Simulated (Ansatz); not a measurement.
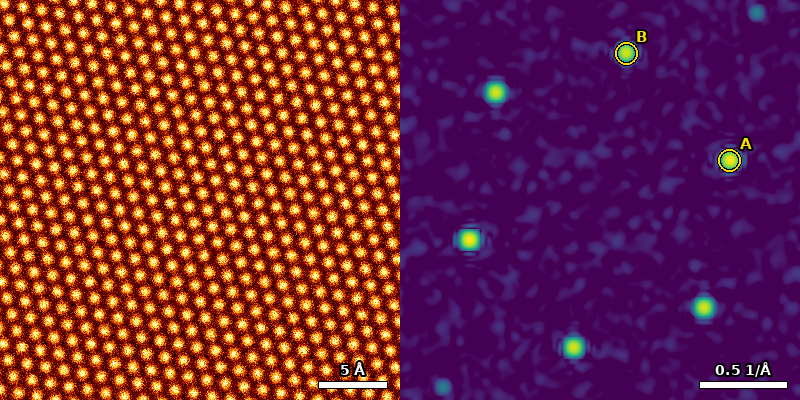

iDPC-like image of a crystal. Simulated as the projected potential of neutral atoms (B = 0.8 Å²) blurred by a 0.63 Å probe, the thin-sample limit of integrated differential phase contrast. Shot noise was added.

The right panel is the modulus of the image's Fourier transform on a logarithmic scale.

### Which lattice spacings do the marked spots stand for, and what angle do A and B enclose?

A: 1.3 Å, B: 1.1 Å; A and B enclose about 63°.

The crystal is Ir (P6/mmm, No. 191) along [201]; the spots are (0 -3 0) and (1 -2 -2). Structure used: the geometry relaxed with DFT, r2SCAN, plane waves (500 eV) with PAW, scalar-relativistic in Ansatz 0.2.0; the starting structure was generated, so it need not be a known form of this composition.
